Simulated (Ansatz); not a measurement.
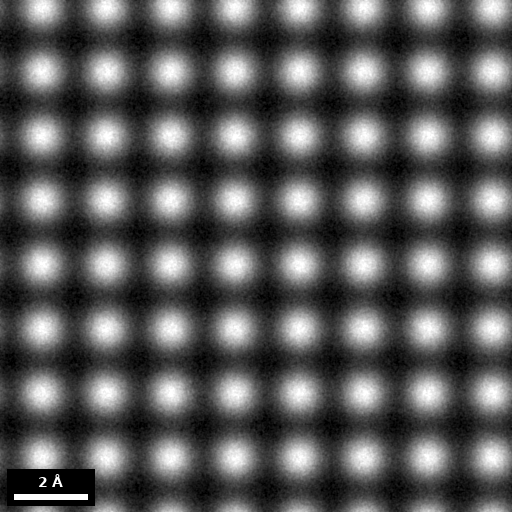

An image along [001] of one of the structures below (computed or model cells, partly hypothetical, each in its standard cell). Simulated as the projected potential of neutral atoms (B = 0.5 Å²) blurred by a 0.69 Å probe, the thin-sample limit of integrated differential phase contrast. The display is stretched by a gamma of 0.8; percentages refer to the linear signal. Shot noise was added.

A. Ni
Space group Fm-3m (No. 225). a = 3.518 Å, b = 3.518 Å, c = 3.518 Å, α = 90.00°, β = 90.00°, γ = 90.00°
| atom | site | symmetry | x | y | z |
| --- | --- | --- | --- | --- | --- |
| Ni | 4a | m-3m | 0.0000 | 0.0000 | 0.0000 |

B. Lu
Space group P6_3/mmc (No. 194). a = 3.503 Å, b = 3.503 Å, c = 5.452 Å, α = 90.00°, β = 90.00°, γ = 120.00°
```tsv
atom	site	symmetry	x	y	z
Lu	2d	-6m2	0.3333	0.6667	0.7500
```

C. Ru
Space group P6_3/mmc (No. 194). a = 2.702 Å, b = 2.702 Å, c = 4.267 Å, α = 90.00°, β = 90.00°, γ = 120.00°
| atom | site | symmetry | x | y | z |
| --- | --- | --- | --- | --- | --- |
| Ru | 2d | -6m2 | 0.3333 | 0.6667 | 0.7500 |

D. Ni
Space group Im-3m (No. 229). a = 2.787 Å, b = 2.787 Å, c = 2.787 Å, α = 90.00°, β = 90.00°, γ = 90.00°
```
atom  site  symmetry       x       y       z
  Ni    2a      m-3m  0.0000  0.0000  0.0000
```

> Which of them gives this image?

A, Ni. Along [001] the projected cells are A 1.76 × 1.76 Å, 90°; B 3.50 × 3.50 Å, 120°; C 2.70 × 2.70 Å, 120°; D 1.97 × 1.97 Å, 90°. The image repeats as A does.

Structure A: the input geometry of an electronic-structure calculation (not necessarily at equilibrium).
